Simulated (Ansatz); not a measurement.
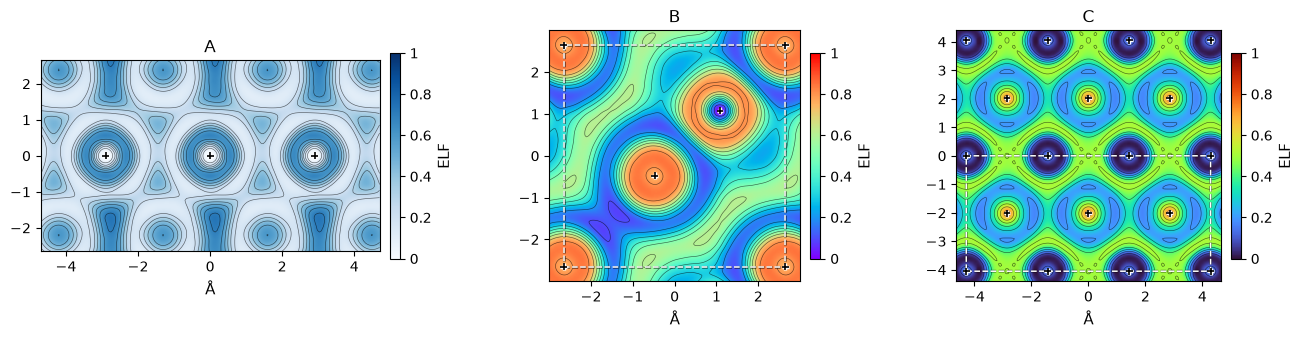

The electron localisation function of 3 systems, each on a plane through atoms (crosses mark nuclei in the plane).

Level of theory: Ansatz 0.2.0, DFT PBEsol, scalar-relativistic, plane waves, PAW.

System 1: AlNi, the (11̄0) plane of the calculation cell. Space group P4/mmm; a structure from a database of computed crystals, not necessarily the ambient phase; computed without spin polarisation.

System 2: Hf₂N, the (001) plane of the conventional cell. Space group P4₂/mnm; a structure from a database of computed crystals, not necessarily the ambient phase.

```yaml
crystal:
  lattice:
    - [5.29554, 0.00000, 0.00000]
    - [0.00000, 5.29554, 0.00000]
    - [0.00000, 0.00000, 3.22745]
  atoms:
    - { symbol: Hf, position: [0.29546, 0.29546, 0.00000] }
    - { symbol: Hf, position: [0.70454, 0.70454, 0.00000] }
    - { symbol: Hf, position: [0.79546, 0.20454, 0.50000] }
    - { symbol: Hf, position: [0.20454, 0.79546, 0.50000] }
    - { symbol: N, position: [0.00000, 0.00000, 0.00000] }
    - { symbol: N, position: [0.50000, 0.50000, 0.50000] }
```

System 3: Ti, the (010) plane of the conventional cell. Space group P-1; changed on purpose from its base cell (atom 1 (Ti) moved by (-0.200, -0.100) A along [1 1 0] and z); not relaxed (largest force 0.5 eV/Å); computed without spin polarisation.

```
Ti
1.0
     2.90044    0.00000    0.00000
    -1.45022    2.51185    0.00000
     0.00000    0.00000    4.59099
Ti
2
Direct
  0.79488 0.13852 0.73911
  0.20512 0.86148 0.26089
```

**Match each panel to its system.**

Panel A is system 3, Ti: the plane holds Ti. Panel B is system 2, Hf₂N: the plane holds Hf and N. Hf–N (2.21 Å): the ELF peaks at about 0.80 in the valence shell of N, 0.6 Å from its nucleus, and drops to about 0.15 between the two atoms; no shared electron pair shows on this line. Panel C is system 1, AlNi: the plane holds Al and Ni. Al–Ni (2.48 Å): the ELF is about 0.40 at the midpoint.
